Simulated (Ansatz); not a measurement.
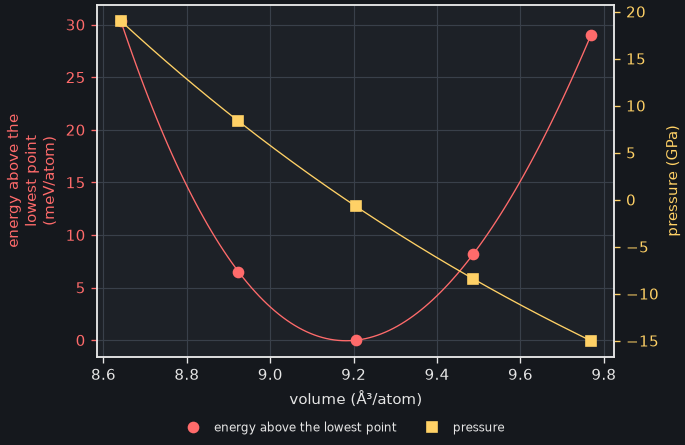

The figure shows the energy above the lowest point and pressure against volume for TiO₂, space group Fm-3m (No. 225) (one of a set of cubic test structures, which need not be the stable phase).

Calculation (Ansatz 0.2.0 development build): equation of state of a cubic crystal from periodic Kohn-Sham density functional theory without spin, third-order Birch-Murnaghan fit to the free energies; pressure corrected for the finite basis. Level: r2SCAN.

- structure type: fluorite
- atoms in cell: 3
- space group number: 225
- lattice centring: face-centred primitive
- k mesh: 12×12×12
- occupation method: Fermi–Dirac
- occupation width: 0.1 eV
- wave cutoff: 500 eV
- datasets: soft-1 PAW
- density tolerance: 1e−07 eV
- bands: 16
- density cutoff ratio: 4
- search for lower states: default

Give the values behind the plot as a table.

```json
{"volume (Å³/atom)": "8.6416", "energy above the lowest point (meV/atom)": "30.4", "pressure (GPa)": "19.0"}
{"volume (Å³/atom)": "8.9234", "energy above the lowest point (meV/atom)": "6.5", "pressure (GPa)": "8.4"}
{"volume (Å³/atom)": "9.2052", "energy above the lowest point (meV/atom)": "0.0", "pressure (GPa)": "-0.7"}
{"volume (Å³/atom)": "9.4870", "energy above the lowest point (meV/atom)": "8.2", "pressure (GPa)": "-8.4"}
{"volume (Å³/atom)": "9.7688", "energy above the lowest point (meV/atom)": "29.0", "pressure (GPa)": "-15.0"}
```

Note: cubic model structure, not the ambient form.
